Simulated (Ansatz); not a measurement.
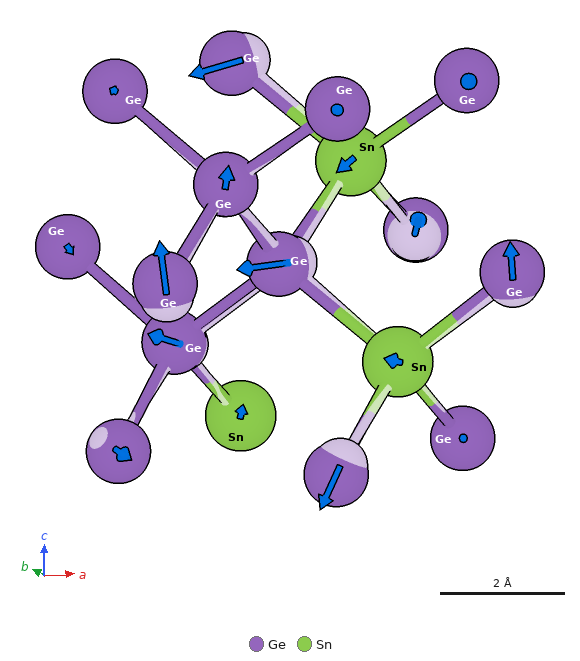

A relaxation of solid Ge52Sn12 (a generated structure, set up in P1). The starting structure is drawn faded, the final one solid; blue arrows show the displacements, 5 times their true length.

Style: ball-and-stick. Shown: the atoms within 4.2 Å of the atom that moves most (axes of the cell of the calculation), slightly off an axis.

Theory: DFT, PBEsol, PAW, plane waves (Ansatz 0.2.0). Settings: plane-wave cutoff 420 eV; k-point mesh 1 × 1 × 1; mesh shifted by (0.25, 0.25, 0.25); no spin polarisation; cell relaxed at fixed shape; force threshold 0.03 eV/Å; at most 80 steps.

Atoms of which element are displaced furthest, and by how much?

Answer. Germanium: up to 0.21 Å, against 0.12 Å for tin.

What did the optimiser do to the structure, and how much energy did it gain?

Answer. The atom that moves furthest is a Ge atom (0.21 Å along [−3 −1 0]). Largest moves by element: Ge 0.21 Å, Sn 0.12 Å. The lattice vectors keep their values. Near-neighbour distances that change, for instance: Ge–Sn 2.514 → 2.645 Å, Ge–Sn 2.528 → 2.655 Å, Ge–Ge 2.573 → 2.463 Å, Ge–Sn 2.513 → 2.623 Å. Bond angles that change, for instance: Ge–Sn–Ge 108.1° → 114.8°, Ge–Ge–Ge 107.5° → 113.7°, Sn–Ge–Sn 109.2° → 104.0°. The space group stays P1 (No. 1). The energy falls by 45.8 meV per atom in 5 geometry steps. The largest force component goes from 1.8 to 0.025 eV/Å. Pressure: 0.75 GPa at the start and 0.00 GPa at the end. The run took 10 s on 1 × NVIDIA GB300 Max-Q with 8 threads of Arm Neoverse-V2, peak memory 2.1 GiB.
